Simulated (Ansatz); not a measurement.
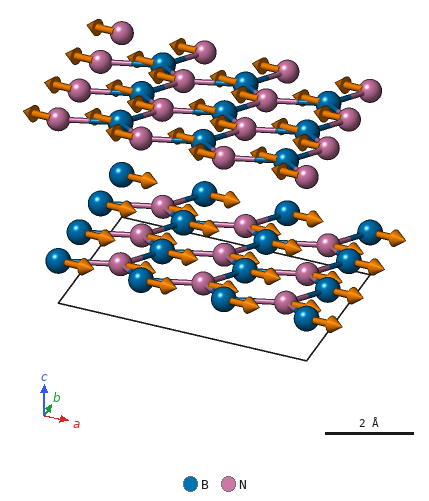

The lowest optical mode of a free-standing layer of BN (a generated structure), space group P-3m1 (No. 164), at the zone centre. The orange arrows are the displacements of the atoms (eigenvector over the root of the mass), of arbitrary overall length and sign. A ball-and-stick model of the 3 × 3 repeat of the cell, outlined in the plane, without the vacuum, seen slightly off an axis.

Level of theory: DFT PBE+D3(BJ), scalar-relativistic, plane waves, PAW (Ansatz 0.2.0). (plane-wave cutoff 420 eV; k-point mesh 12 × 12 × 1; occupations fixed; no spin polarisation)

Frequencies are those without the non-analytic (LO–TO) term.

> Is this crystal at a minimum with respect to the drawn distortion?

Yes: this softest mode has a real frequency, and so have all others here. That speaks for this wave vector alone: the rest of the zone wasn't checked in this run. This is the E_g mode (doubly degenerate; one member of the set is drawn) at 30 cm⁻¹, the lowest optical level, Raman-active by symmetry. All motion is along a of the drawn cell; whole layers move rigidly against one another; the kinetic energy is shared as N 56 %, B 44 %.
